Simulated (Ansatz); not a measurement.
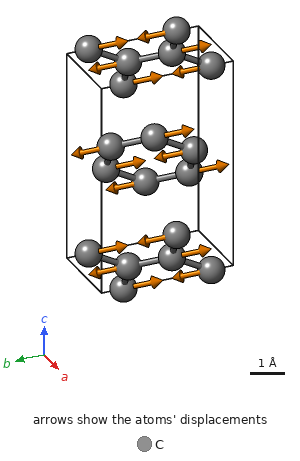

Normal modes of solid C, at the zone centre. The optical levels lie at 867, 1535, 1576 cm⁻¹. One mode is drawn. The orange arrows give the relative displacements of the atoms. The picture is a ball-and-stick view of the conventional cell (4 times the calculation's cell), seen from a free direction. Lengths and directions refer to the drawn axes.

Theory: DFT PBE+D3(BJ), scalar-relativistic, plane waves, PAW in Ansatz 0.2.0. (plane-wave cutoff 420 eV; k-point mesh 18 × 18 × 18; occupations gaussian; smearing width 0.02 eV; no spin polarisation)

Frequencies are those without the non-analytic (LO–TO) term.

**Which of these frequencies is the drawn mode's?**

The level at 1576 cm⁻¹. This is the A_g mode, the highest optical level, Raman-active by symmetry. All motion is along b; atoms of one kind move against one another, with no net shift of their sublattice; it stretches the shortest C–C bonds (1.42 Å).
